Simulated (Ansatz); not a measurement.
SrTiO3: single-point calculation (part 1 of 2)

System: SrTiO3 (Pm-3m, 40 atoms in the cell).
Method: DFT PBE, scalar-relativistic, plane waves, PAW, no spin polarisation (Ansatz 0.2.0).

The structure derives from an entry of the Crystallography Open Database.

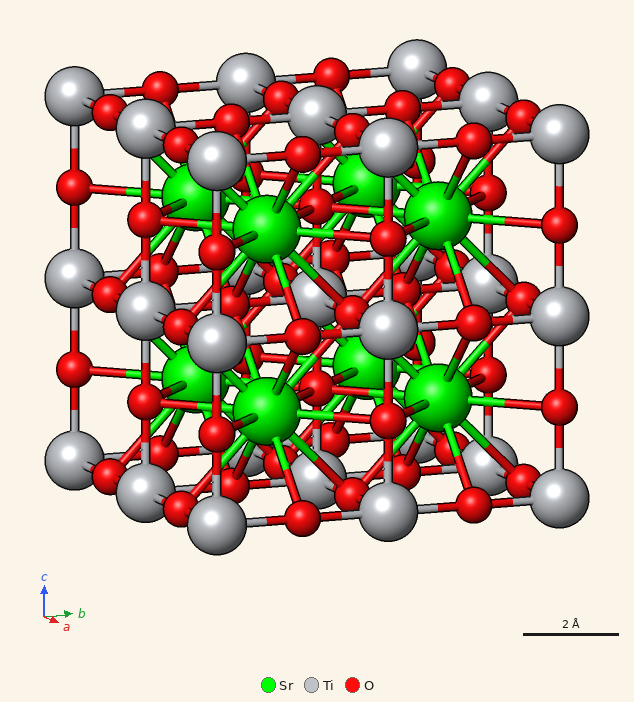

**Figure 1.** The structure (ball-and-stick view of the cell of the calculation, seen slightly off an axis). An atom can appear more than once, as a periodic image.

Summary

- outcome: converged
- space group (tolerance 0.01 Å): Pm-3m (221)
- electrons treated: 320
- free energy: −62035.6061 eV
- Fermi energy: 10.930 eV
- gap on the k-point mesh: 1.87 eV
- largest force (length of the vector): under 0.001 eV/Å
- hardware: 4 threads of Arm Neoverse N1, 98 GiB of memory available, shared host
- wall time: 10 s (CPU time 38 s)
- peak memory: 1.9 GiB

Input file
```yaml
crystal:
  lattice:
    - [7.81056, 0.0, 0.0]
    - [0.0, 7.81056, 0.0]
    - [0.0, 0.0, 7.81056]
  atoms:
    - { symbol: Sr, position: [0.25, 0.25, 0.25] }
    - { symbol: Sr, position: [0.25, 0.25, 0.75] }
    - { symbol: Sr, position: [0.25, 0.75, 0.25] }
    - { symbol: Sr, position: [0.25, 0.75, 0.75] }
    - { symbol: Sr, position: [0.75, 0.25, 0.25] }
    - { symbol: Sr, position: [0.75, 0.25, 0.75] }
    - { symbol: Sr, position: [0.75, 0.75, 0.25] }
    - { symbol: Sr, position: [0.75, 0.75, 0.75] }
    - { symbol: Ti, position: [0.0, 0.0, 0.0] }
    - { symbol: Ti, position: [0.0, 0.0, 0.5] }
    - { symbol: Ti, position: [0.0, 0.5, 0.0] }
    - { symbol: Ti, position: [0.0, 0.5, 0.5] }
    - { symbol: Ti, position: [0.5, 0.0, 0.0] }
    - { symbol: Ti, position: [0.5, 0.0, 0.5] }
    - { symbol: Ti, position: [0.5, 0.5, 0.0] }
    - { symbol: Ti, position: [0.5, 0.5, 0.5] }
    - { symbol: O, position: [0.25, 0.0, 0.0] }
    - { symbol: O, position: [0.25, 0.0, 0.5] }
    - { symbol: O, position: [0.25, 0.5, 0.0] }
    - { symbol: O, position: [0.25, 0.5, 0.5] }
    - { symbol: O, position: [0.75, 0.0, 0.0] }
    - { symbol: O, position: [0.75, 0.0, 0.5] }
    - { symbol: O, position: [0.75, 0.5, 0.0] }
    - { symbol: O, position: [0.75, 0.5, 0.5] }
    - { symbol: O, position: [0.0, 0.25, 0.0] }
    - { symbol: O, position: [0.0, 0.25, 0.5] }
    - { symbol: O, position: [0.0, 0.75, 0.0] }
    - { symbol: O, position: [0.0, 0.75, 0.5] }
    - { symbol: O, position: [0.5, 0.25, 0.0] }
    - { symbol: O, position: [0.5, 0.25, 0.5] }
    - { symbol: O, position: [0.5, 0.75, 0.0] }
    - { symbol: O, position: [0.5, 0.75, 0.5] }
    - { symbol: O, position: [0.0, 0.0, 0.25] }
    - { symbol: O, position: [0.0, 0.0, 0.75] }
    - { symbol: O, position: [0.0, 0.5, 0.25] }
    - { symbol: O, position: [0.0, 0.5, 0.75] }
    - { symbol: O, position: [0.5, 0.0, 0.25] }
    - { symbol: O, position: [0.5, 0.0, 0.75] }
    - { symbol: O, position: [0.5, 0.5, 0.25] }
    - { symbol: O, position: [0.5, 0.5, 0.75] }
basis:
  ecutwfc: 420
  fft_grid_basis: typed
kpoints:
  mp_grid: { grid: [2, 2, 2] }
hamiltonian:
  xc: pbe
  pseudopotentials: { kind: paw }
scf:
  occupations: { method: gaussian, width: 0.05 }
output:
  forces: true
  stress: false
  eigenvalues: true
  bader: false
  write_density: true
  volumetric_format: npy
```

Command:
```bash
ansatz run input.yaml --threads 4 --pin off --max-ram 10240MiB --backend cpu --events-out ev --progress --plain --runs-dir out
```

What the program printed
```
Engine: ansatz 0.2.0, aarch64-unknown-linux-gnu
Pseudopotentials: kind: paw
Pseudopotential: Sr, paw, valence charge 10, recommended cutoff 420 eV (normal), Sr.paw.azcp
Pseudopotential: Ti, paw, valence charge 12, recommended cutoff 420 eV (normal), Ti.paw.azcp
Pseudopotential: O, paw, valence charge 6, recommended cutoff 420 eV (normal), O.paw.azcp
Functional definition: PBE
  parameter kappa = 0.804
  parameter beta = 0.06672455060314922
  exchange = pbe_x(kappa = kappa, mu = beta*pi^2/3)
  correlation = pbe_c(beta = beta)
Crystal: 40 atoms, lattice volume = 476.482 Å³
Basis set: ecut = 420 eV, 9315 PW (Γ), exchange–correlation on 108×108×108 points (8 copies of the dense FFT grid, shifted against one another)
Bands: 200, of which v1, the nominal top of the filled ones, is band 160 counted from 1 (159 counted from 0)
Symmetry: 384 space group operations
Space group: Pm-3m (ITA 221), of the structure as read, at distance tolerance 7.8e-5 Å
k-points: 4 of 8
Non-local potential: Sr, projectors of the file, l = 0: 3, l = 1: 2, l = 2: 2
Non-local potential: Ti, projectors of the file, l = 0: 3, l = 1: 2, l = 2: 3, l = 3: 1
Non-local potential: O, projectors of the file, l = 0: 2, l = 1: 2, l = 2: 1
PAW form: soft (Blöchl's): semilocal exchange-correlation on the pseudo side does not see the compensation charge
PAW one-centre angular grid: Sr, 110 points (default); XC on 64 Gauss nodes
PAW one-centre angular grid: Ti, 590 points (default); XC on 64 Gauss nodes
PAW one-centre angular grid: O, 110 points (default); XC on 64 Gauss nodes
Initial density: superposition of atomic densities (neutral atoms: chi_scale 0, normalization atom), corrected by the library's trained network
Initial wavefunctions: pseudopotential atomic-orbital guess
Functional: x = pbe(κ = 0.804, μ = 0.2195149727645171), c = pbe(β = 0.06672455060314922)
SCF iter   1: F=—  HF=-62035.589811 eV  |F-HF|=—  |Δ(HF+E_count)|=         —  Δρ=1.45e-3  dr2=3.07e-3  ethr=1.77e-3  ⟨swp⟩=6.8  Hψ=3471  notcnv=0  defer=15
preconditioner: auto → Resta (q_TF=auto, 2.553 Å⁻¹)  ε∞=5.7  [insulator: Δε(μ)=1.868 eV  Ē_g=12.160 eV  σ=0.050 eV  W_gap=1.00  n_scr=146 (ndim 8)  ℏωp=26.4 eV  f_vac=0.000  D(μ)=0.00/eV (n_scr^D=0)  ε∞_Penn≈5.7]
SCF iter   2: F=—  HF=-62035.598616 eV  |F-HF|=—  |Δ(HF+E_count)|=   8.80e-3  Δρ=7.35e-4  dr2=4.75e-4  ethr=9.60e-7  ⟨swp⟩=3.2  Hψ=1857  notcnv=0  defer=25
SCF iter   3: F=—  HF=-62035.599832 eV  |F-HF|=—  |Δ(HF+E_count)|=   1.22e-3  Δρ=1.48e-4  dr2=2.71e-5  ethr=1.48e-7  ⟨swp⟩=2.8  Hψ=1244  notcnv=0  defer=3
automatic band count: iteration 3 solves 186 bands in place of 200: the levels show a gap, and the empty bands left out lie too high to hold charge; the band table lists the bands solved (type scf.n_extra_bands for more)
SCF iter   4: F=—  HF=-62035.606096 eV  |F-HF|=—  |Δ(HF+E_count)|=   6.26e-3  Δρ=3.05e-5  dr2=2.26e-6  ethr=8.46e-9  ⟨swp⟩=2.0  Hψ=1324  notcnv=0  defer=3
SCF iter   5: F=—  HF=-62035.606097 eV  |F-HF|=—  |Δ(HF+E_count)|=   8.03e-7  Δρ=8.82e-6  dr2=2.47e-7  ethr=7.08e-10  ⟨swp⟩=2.2  Hψ=1158  notcnv=0  defer=3
SCF iter   6: F=-62035.606097 eV  HF=-62035.606097 eV  |F-HF|=9.07e-9  |Δ(HF+E_count)|=   1.70e-7  Δρ=3.74e-6  dr2=3.63e-8  ethr=3.13e-11  ⟨swp⟩=9.8  Hψ=2982  notcnv=0
SCF 1 converged in 6 iterations: F = -62035.606097 eV  dr2 = 3.63e-8
  greatest PAW one-centre occupation: 0.999 electrons in one spin orbital (limit 2), on the Ti atom at site 15 (counted from 0), in its partial waves of l = 0
SCF converged after 6 iterations
Free energy (F): -62035.606097 eV
Harris-Foulkes:  -62035.606097 eV  (|F-HF|=9.07e-9)
Internal energy: -62035.606097 eV  (E = F + TS)
E sigma→0 (E₀):  -62035.606097 eV
Fermi energy:    10.929592 eV
--- Per-component energies (eV) ---
  E_band       = -1639.667835
  E_kinetic    = 8388.315447
  E_local      = -19074.472080  (includes V_loc(G=0)·N_el)
  E_nonlocal   = 2783.957532
  E_hartree    = 6678.575193
  E_xc         = -3973.364196
  E_vxc        = -4580.202613  (∫ρ·V_xc dr)
  E_paw        = -33709.919065  (= ΣΔE_a)
  E_vpaw       = -2514.477279  (= ΣTr[D̂ρ^β])
  E_aug_tail   = 0.060599  (compensation charges beyond the density's cutoff)
  E_ewald      = -23128.759526
  E_smearing   = -0.000000  (= −TS)
  E_closure    = 0.000000  (closes the sum)
  Σ components = -62035.606097   (vs F -62035.606097, Δ=0.00e0)
--- Forces (eV/Å), atoms counted from 1 ---
  atom   1  Sr    -0.00000000     0.00000000     0.00000000
  atom   2  Sr    -0.00000000     0.00000000     0.00000000
  atom   3  Sr    -0.00000000     0.00000000     0.00000000
  atom   4  Sr    -0.00000000     0.00000000     0.00000000
  atom   5  Sr     0.00000000     0.00000000    -0.00000000
  atom   6  Sr    -0.00000000     0.00000000    -0.00000000
  atom   7  Sr    -0.00000000     0.00000000    -0.00000000
  atom   8  Sr    -0.00000000     0.00000000    -0.00000000
  atom   9  Ti     0.00000000    -0.00000000    -0.00000000
  atom  10  Ti     0.00000000     0.00000000     0.00000000
  atom  11  Ti     0.00000000    -0.00000000     0.00000000
  atom  12  Ti     0.00000000    -0.00000000     0.00000000
  atom  13  Ti     0.00000000     0.00000000    -0.00000000
  atom  14  Ti    -0.00000000     0.00000000     0.00000000
  atom  15  Ti     0.00000000     0.00000000     0.00000000
  atom  16  Ti     0.00000000    -0.00000000     0.00000000
  atom  17  O     -0.00000000    -0.00000000     0.00000000
  atom  18  O     -0.00000000    -0.00000000     0.00000000
  atom  19  O     -0.00000000    -0.00000000    -0.00000000
  atom  20  O     -0.00000000    -0.00000000    -0.00000000
  atom  21  O     -0.00000000    -0.00000000    -0.00000000
  atom  22  O     -0.00000000    -0.00000000     0.00000000
  atom  23  O     -0.00000000    -0.00000000     0.00000000
  atom  24  O     -0.00000000    -0.00000000    -0.00000000
  atom  25  O      0.00000000    -0.00000000    -0.00000000
  atom  26  O     -0.00000000    -0.00000000    -0.00000000
  atom  27  O      0.00000000    -0.00000000    -0.00000000
  atom  28  O      0.00000000    -0.00000000    -0.00000000
  atom  29  O     -0.00000000    -0.00000000     0.00000000
  atom  30  O     -0.00000000    -0.00000000    -0.00000000
  atom  31  O     -0.00000000     0.00000000     0.00000000
  atom  32  O     -0.00000000     0.00000000    -0.00000000
  atom  33  O      0.00000000     0.00000000    -0.00000000
  atom  34  O      0.00000000     0.00000000     0.00000000
  atom  35  O      0.00000000    -0.00000000    -0.00000000
  atom  36  O      0.00000000    -0.00000000     0.00000000
  atom  37  O     -0.00000000     0.00000000    -0.00000000
  atom  38  O     -0.00000000     0.00000000     0.00000000
  atom  39  O     -0.00000000    -0.00000000    -0.00000000
  atom  40  O     -0.00000000    -0.00000000     0.00000000
  max |Σ_I F_I| component: 4.99e-24 eV/Å
--- Band table (eV) ---
```
